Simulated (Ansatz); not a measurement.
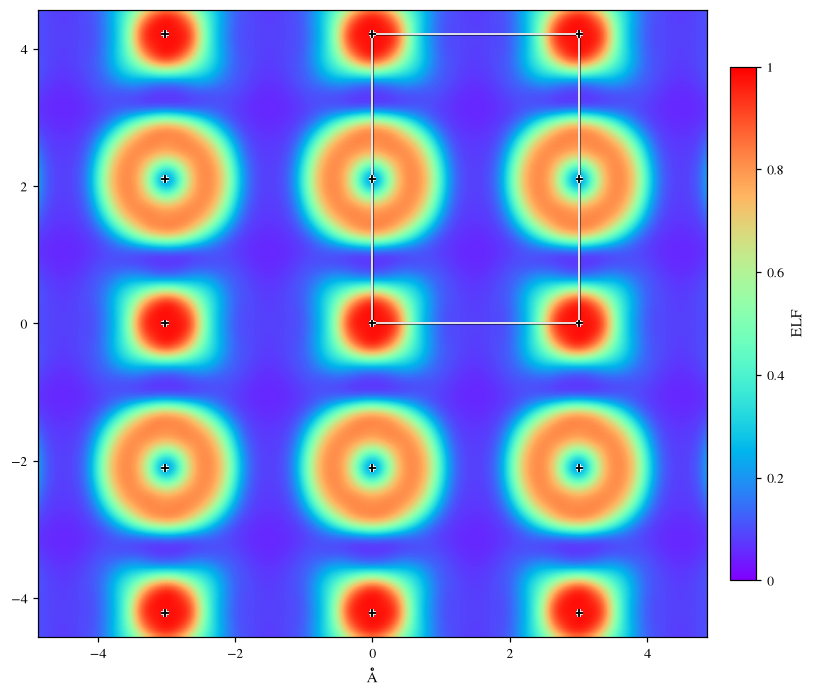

The ELF on a plane through atoms (crosses mark nuclei in the plane).

Computed with Ansatz, Kohn-Sham DFT of a periodic cell, PBEsol, Ansatz PAW.

Candidates:
A. MnSi, a = 4.47 Å, b = 4.47 Å, c = 4.47 Å, α = 90.00°, β = 90.00°, γ = 90.00°. Space group P2₁3; spin-polarised.
B. Ti, a = 2.95 Å, b = 5.11 Å, c = 4.68 Å, α = 90.00°, β = 90.00°, γ = 90.00°. Space group Cmcm; changed on purpose from its base cell (atoms moved at random by about 0.05 A); computed pressure about −6 GPa in this cell.
C. CoO, a = 3.02 Å, b = 3.02 Å, c = 4.21 Å, α = 90.00°, β = 90.00°, γ = 90.00°. Space group I4/mmm; computed pressure about −21 GPa in this cell; spin-polarised.

Which system is this?

Answer. Candidate C: CoO on the (100) plane of the conventional cell, which holds Co and O. Co–O (2.11 Å): the ELF peaks at about 0.80 in the valence shell of O, 0.6 Å from its nucleus, and is about 0.15 at the midpoint (no localised pair shows between them).
